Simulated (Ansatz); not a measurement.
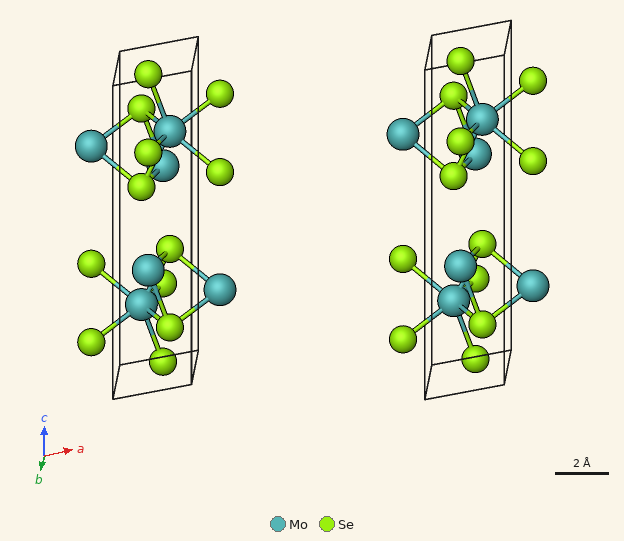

Two geometries of solid MoSe₂ (set up in P6_3/mmc) (coarse preliminary run), drawn at one scale. One is the start of a relaxation, the other its converged end. A ball-and-stick model of the cell of the calculation, seen from a free direction.

The calculation used DFT r2SCAN, scalar-relativistic, plane waves, PAW in Ansatz. Settings: plane-wave cutoff 500 eV; k-point mesh 6 × 6 × 2; occupations gaussian; smearing width 0.1 eV; no spin polarisation; cell and atoms relaxed; force threshold 0.05 eV/Å; at most 80 steps.

Question: Which one is relaxed?

Answer: The right one is the relaxed one. After 3 accepted moves (4 points after the start) the energy has fallen by 23.8 meV per atom. The largest force component goes from 0.89 to 0.0092 eV/Å. The pressure goes from 6.72 to 0.07 GPa. At 1 point the geometry stayed and the basis and grid were re-selected for the new cell (energy shift of 0.3 meV per atom at most each time). The largest moves relative to the cell, 0.042 Å, are those of Se atoms. Mo stays in place. Cell: a = b 3.288 → 3.321 Å (+1.0 %), c 12.900 → 13.558 Å (+5.1 %). Volume +7.2 %. Near-neighbour distances that change, for instance: Mo–Se 2.491 → 2.531 Å. The space group stays P6_3/mmc (No. 194). The run took 28 s on 2 threads of Arm Neoverse V2, on a shared host, peak memory 0.73 GiB.
